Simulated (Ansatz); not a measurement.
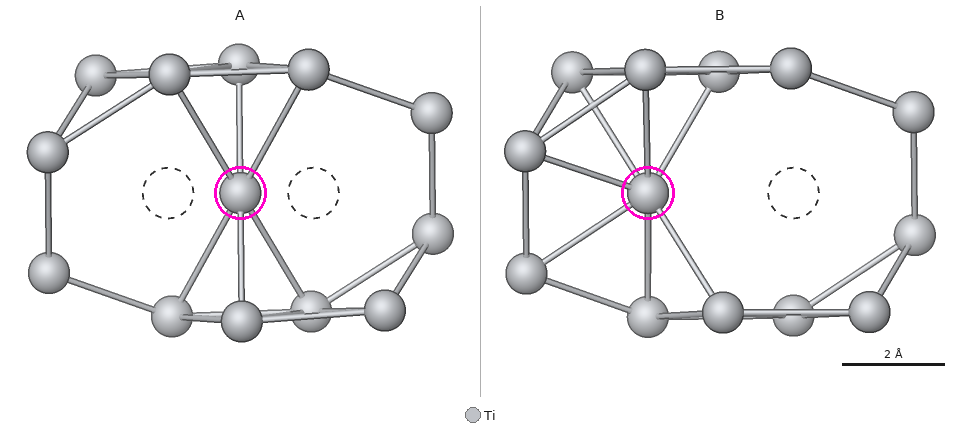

A vacancy jump of titanium in Ti (P6_3/mmc phase), in a neutral cell with 35 atoms, whose images lie 8.8 Å apart. One frame is the relaxed vacancy; in the other the neighbouring Ti atom (ringed) was set half-way along its jump of 2.88 Å and all atoms were relaxed in the symmetry of that start. Dashed circles mark empty sites. A ball-and-stick model of the slice 3.8 Å thick through the jump, out to 4.2 Å from its middle, seen across the jump.

All numbers below come from DFT PBE, scalar-relativistic, plane waves, PAW (Ansatz 0.2.0). Settings: plane-wave cutoff 420 eV; k-point mesh 3 × 3 × 4; occupations gaussian; smearing width 0.1 eV; no spin polarisation; atoms relaxed in a fixed cell; force threshold 0.02 eV/Å.

Q: Which frame is the half-way one, and how far apart are the two in energy?

A: Frame A is the half-way start after relaxation. It lies 0.60 eV above the relaxed vacancy. The atom stays half-way, on the straight line. The symmetry of the start was kept and can hold it there, so for a path with one hump at the middle this is the barrier or an upper bound to it. There it has 4 Ti as nearest neighbours, the closest at 2.70 Å. Both cells are metallic on the mesh.
